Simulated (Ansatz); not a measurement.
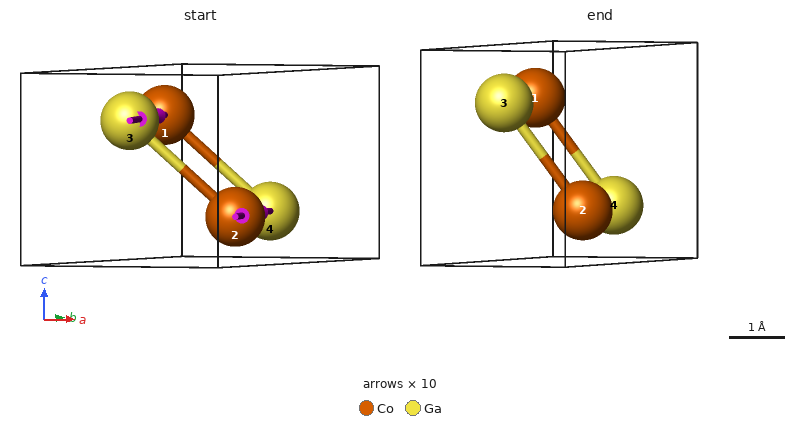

The structure of a crystal of GaCo (a generated structure, set up in Cmcm) before (left) and after (right) a relaxation, at one scale. The purple arrows give the displacements (the part carried along by the change of the cell is left out), magnified 10 times.

A ball-and-stick model of the cell of the calculation, seen from a free direction.

All numbers below come from DFT, PAW plane waves, r2SCAN (Ansatz). Set-up: plane-wave cutoff 500 eV; k-point mesh 5 × 5 × 5; occupations fermi dirac; smearing width 0.1 eV; no spin polarisation; cell and atoms relaxed; at most 40 steps.

Summarise the run.

The largest moves relative to the cell, 0.096 Å, are those of Ga3 and Ga4. Ga4 goes along [1 −2 0]. Largest moves by element: Ga 0.096 Å, Co 0.074 Å. The drawn cell changes as follows: a 3.723 → 2.728 Å (−26.7 %), b 5.054 → 4.703 Å (−7.0 %), c 3.525 → 3.949 Å (+12.0 %), γ 68.4° → 73.1°; the volume changes by −21.4 %. Some distances before and after: Co1–Ga3 2.622 → 2.341 Å, Ga3–Ga4 2.354 → 2.597 Å, Co1–Ga3 (another image) 2.789 → 2.554 Å, Co1–Ga4 2.615 → 2.446 Å. The space group stays Cmcm (No. 63). Over 12 accepted moves (16 points after the start) the energy falls by 2.017 eV per cell of the calculation. Largest force component: 2.4 eV/Å at the start, 0.00034 eV/Å at the end. Pressure: −17.71 GPa at the start and −0.01 GPa at the end. The line search rejected the trial steps at points 6, 14 of the run. At 2 points the geometry stayed and the basis and grid were re-selected for the new cell (energy shift of 0.6 meV per cell of the calculation at most each time).
